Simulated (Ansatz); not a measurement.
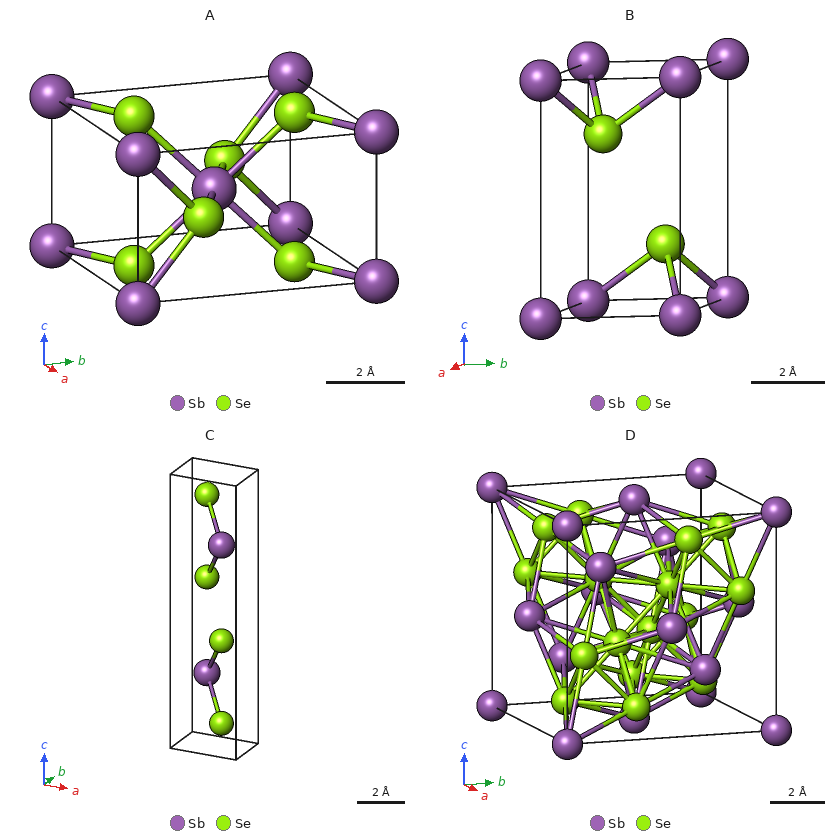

Four structures of SbSe2, each relaxed to rest (conventional cells in solid outline, small ones repeated, each panel with its own scale). Method: Ansatz, DFT PBE, scalar-relativistic, plane waves, PAW, without spin polarisation.

Question: Name the structure in each panel.

Answer: A: 6 atoms a cell on a primitive orthorhombic lattice, Pnnm; B: cadmium iodide (CdI₂, 1T) type, P-3m1; C: 6 atoms a cell on a primitive hexagonal lattice, P6_3/mmc; D: cubic Laves phase (C15, MgCu₂ type), Fd-3m.

Question: Rank them by energy, lowest first.

Answer: B, then A (+116 meV/atom), C (+177 meV/atom) and D (+756 meV/atom), energies at zero smearing.

Question: Collect the results in a table.

Answer:
| panel | structure | E − E(lowest) (meV/atom) | volume (Å³/atom) | gap (eV) |
| --- | --- | --- | --- | --- |
| B | P-3m1 | 0 | 28.8 | metal |
| A | Pnnm | 116 | 27.6 | metal |
| C | P6_3/mmc | 177 | 26.3 | metal |
| D | Fd-3m | 756 | 23.2 | metal |

Some of these may be structure types tried for this composition rather than known phases, and the most stable form need not be among them. Gaps are taken on the k-mesh or band path of each run.
